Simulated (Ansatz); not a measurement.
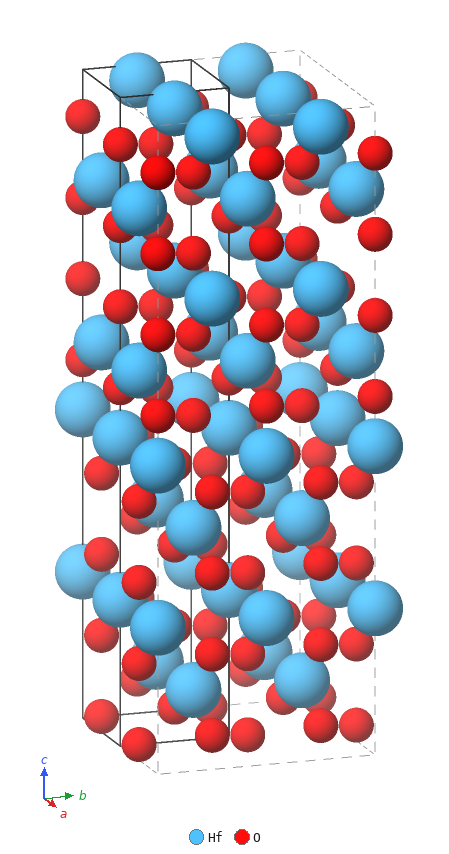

Spheres-only drawing of the structure, looking slightly off an axis. The solid box is one conventional unit cell, and 2×2×1 cells are shown.

HfO$_{2}$, space group Amm2 (No. 38), a = 3.60 Å, b = 3.60 Å, c = 21.06 Å, α = 90.00°, β = 90.00°, γ = 90.00°.

The calculation: DFT PBE, scalar-relativistic, plane waves, PAW (Ansatz 0.2.0), with plane waves up to 420 eV, k-points about 0.30 Å⁻¹ apart, Gaussian smearing of 0.05 eV, no spin polarisation.

Predict the gap.

A semiconductor at this level, with a gap of 1.63 eV on the k-mesh (the true edges may lie between mesh points, so the gap can be somewhat smaller).

Would the cell expand or shrink if it could?

The computed pressure is 10.3 GPa (compressed: it would expand). The stress isn't hydrostatic: its largest component is 32.9 GPa.

The model was built from a structure listed in the Materials Project. The cell was then strained or its atoms displaced on purpose. A calculation with Ansatz used it as input.

At this level of theory the cell isn't at rest (compressed, at 10 GPa and forces up to 19.4 eV/Å), so its distances can differ from those at equilibrium, the more so the softer the solid.
